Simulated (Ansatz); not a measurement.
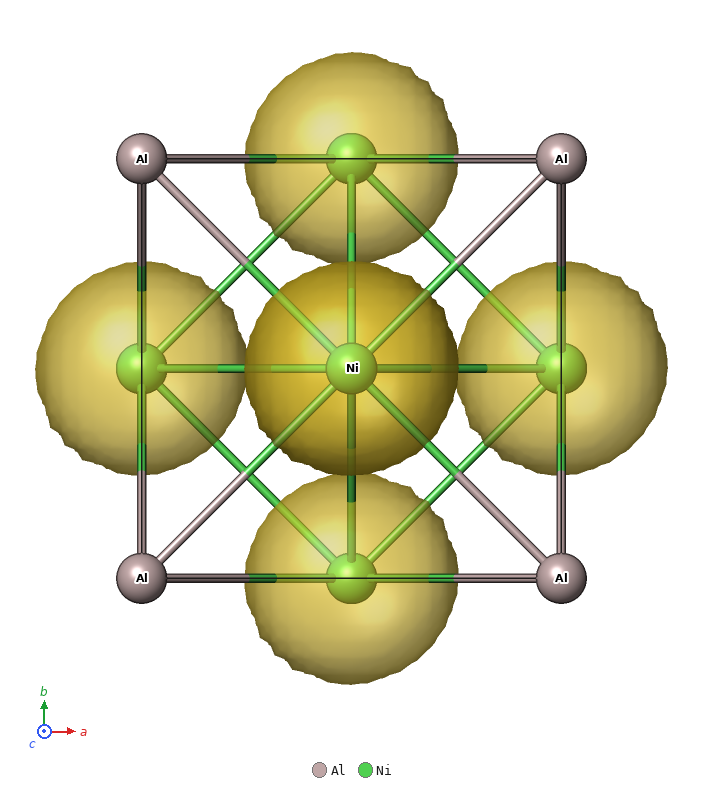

The picture shows: AlNi$_{3}$. Isosurface of the valence charge density (pseudo) at 0.6 e/Å³ (yellow), seen along the c axis. Sticks mark near contacts.

Space group P4/mmm; a structure from a database of computed crystals, not necessarily the ambient phase; computed pressure about 7 GPa in this cell; spin-polarised.

Theory: Ansatz 0.2.0, DFT, PBE, PAW with Ansatz's default frozen-core files, scalar-relativistic.

The density is the valence pseudo-density of a PAW calculation; it isn't the true density close to the nuclei.

```cif
data_structure
_symmetry_space_group_name_H-M 'P 1'
_symmetry_Int_Tables_number 1
_cell_length_a 3.5957
_cell_length_b 3.5957
_cell_length_c 3.3821
_cell_angle_alpha 90.000
_cell_angle_beta 90.000
_cell_angle_gamma 90.000
_cell_volume 43.73
loop_
_atom_site_label
_atom_site_type_symbol
_atom_site_fract_x
_atom_site_fract_y
_atom_site_fract_z
_atom_site_occupancy
Al1 Al 0.00000 0.00000 0.00000 1
Ni1 Ni 0.00000 0.50000 0.50000 1
Ni2 Ni 0.50000 0.00000 0.50000 1
Ni3 Ni 0.50000 0.50000 0.00000 1
```

**How is the density connected at this value?**

At this value the density breaks into separate islands; it holds about 80 % of the electrons treated as valence (semicore included). It bridges none of the near contacts. It is pinched off along the shortest Al–Ni (2.47 Å), Ni–Ni (2.47 Å), Al–Ni (2.54 Å) and Ni–Ni (2.54 Å) contacts. On the grid the lowest density along these lines, outside the cores, is 0.25 e/Å³ (Al–Ni, 2.47 Å), 0.34 e/Å³ (Ni–Ni, 2.47 Å), 0.25 e/Å³ (Al–Ni, 2.54 Å) and 0.32 e/Å³ (Ni–Ni, 2.54 Å).

**Metal or insulator at this level of theory?**

It is gapless in this calculation (a metal or semimetal).
